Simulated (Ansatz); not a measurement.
ScAl₁₄N₁₆ (cell with a defect)

The calculation's input:

```
crystal:
  lattice:
    - [-4.4031742015, -4.4031742015, 4.4031742015]
    - [4.4031742015, -4.4031742015, -4.4031742015]
    - [4.4031742015, 4.4031742015, 4.4031742015]
  atoms:
    - { symbol: Sc, position: [0.25, 0.0, 0.75], spin: 1.0 }
    - { symbol: Al, position: [0.5, 0.75, 0.75] }
    - { symbol: Al, position: [0.25, 0.75, 0.0] }
    - { symbol: Al, position: [0.0, 0.75, 0.25] }
    - { symbol: Al, position: [0.75, 0.0, 0.25] }
    - { symbol: Al, position: [0.5, 0.0, 0.5] }
    - { symbol: Al, position: [0.0, 0.25, 0.75] }
    - { symbol: Al, position: [0.75, 0.5, 0.75] }
    - { symbol: Al, position: [0.5, 0.5, 0.0] }
    - { symbol: Al, position: [0.25, 0.5, 0.25] }
    - { symbol: Al, position: [0.0, 0.5, 0.5] }
    - { symbol: Al, position: [0.75, 0.75, 0.5] }
    - { symbol: Al, position: [0.75, 0.25, 0.0] }
    - { symbol: Al, position: [0.5, 0.25, 0.25] }
    - { symbol: Al, position: [0.25, 0.25, 0.5] }
    - { symbol: "N", position: [0.25, 0.75, 0.75] }
    - { symbol: "N", position: [0.0, 0.75, 0.0] }
    - { symbol: "N", position: [0.5, 0.5, 0.75] }
    - { symbol: "N", position: [0.25, 0.5, 0.0] }
    - { symbol: "N", position: [0.0, 0.5, 0.25] }
    - { symbol: "N", position: [0.75, 0.75, 0.25] }
    - { symbol: "N", position: [0.5, 0.75, 0.5] }
    - { symbol: "N", position: [0.0, 0.0, 0.75] }
    - { symbol: "N", position: [0.75, 0.25, 0.75] }
    - { symbol: "N", position: [0.5, 0.25, 0.0] }
    - { symbol: "N", position: [0.25, 0.25, 0.25] }
    - { symbol: "N", position: [0.0, 0.25, 0.5] }
    - { symbol: "N", position: [0.75, 0.5, 0.5] }
    - { symbol: "N", position: [0.75, 0.0, 0.0] }
    - { symbol: "N", position: [0.5, 0.0, 0.25] }
    - { symbol: "N", position: [0.25, 0.0, 0.5] }
basis:
  ecutwfc: 420
  xc_grid: 2
kpoints:
  mp_grid: { grid: [2, 2, 2], shift: [0.5, 0.5, 0.5] }
hamiltonian:
  xc: pbe
scf:
  occupations: { method: gaussian, width: 0.02 }
output:
  forces: true
  stress: false
  eigenvalues: true
  populations: true
  write_density: true
  write_potential: true
  elf: true
  volumetric_format: npy
magnetization:
  spin_polarized: true
relax:
  adjacent_minimum: "off"
  f_tol: 0.02
  max_steps: 60
```

Command:

```sh
ansatz run input.yaml --threads 4 --pin off --max-ram 8192MiB --backend cpu --events-out ev --progress --plain --runs-dir out
```

The fields are those of the relaxed geometry.

Spin-polarised.

Theory: Ansatz, DFT PBE, scalar-relativistic, plane waves, PAW.

Core electrons are frozen (PAW), and the valence fields are smoothed inside the atomic spheres.

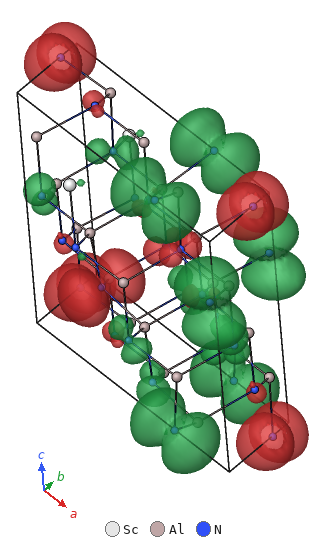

Figure 1. Isosurfaces of the spin density at +0.02 (green) and −0.02 e/Å³ (red), seen slightly off an axis. Sticks mark near contacts.

Describe the spin distribution.

The spin density sits on N: +0.4 μB (×2) and −0.3 μB (×2) in one cell of 31 atoms: ferrimagnetic (opposed moments on unlike sites) in this solution. The cell of the calculation (31 atoms) carries 0.5 μB of net spin moment.

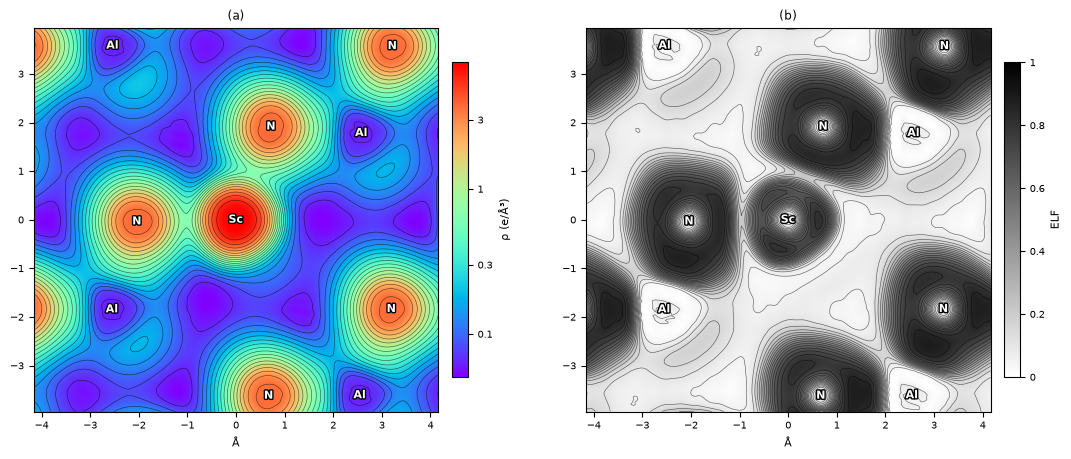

Figure 2. (a) valence pseudo-density; (b) electron localisation function on the (101̄) plane of the calculation cell.

Read the bonding off the picture.

The plane passes through Sc, Al and N nuclei.
Al–N (1.87 Å): ρ is about 0.69 e/Å³ halfway; the ELF peaks at about 0.85 in the valence shell of N, 0.7 Å from its nucleus, and is about 0.85 at the midpoint.
Sc–N (2.04 Å): ρ is about 0.65 e/Å³ halfway; the ELF peaks at about 0.85 in the valence shell of N, 0.6 Å from its nucleus, and is about 0.25 at the midpoint (no localised pair shows between them).
Al–N (1.88 Å): ρ is about 0.7 e/Å³ halfway; the ELF peaks at about 0.90 in the valence shell of N, 0.7 Å from its nucleus, and is about 0.90 at the midpoint.

Between the atoms the lowest density in this plane is 0.05 e/Å³.
The features right at Sc lie inside the PAW spheres, where the map follows smoothed inner orbitals and isn't to be read closely.

Does the calculation give a band gap?

It is metallic or semimetallic at this level of theory: no gap opens.
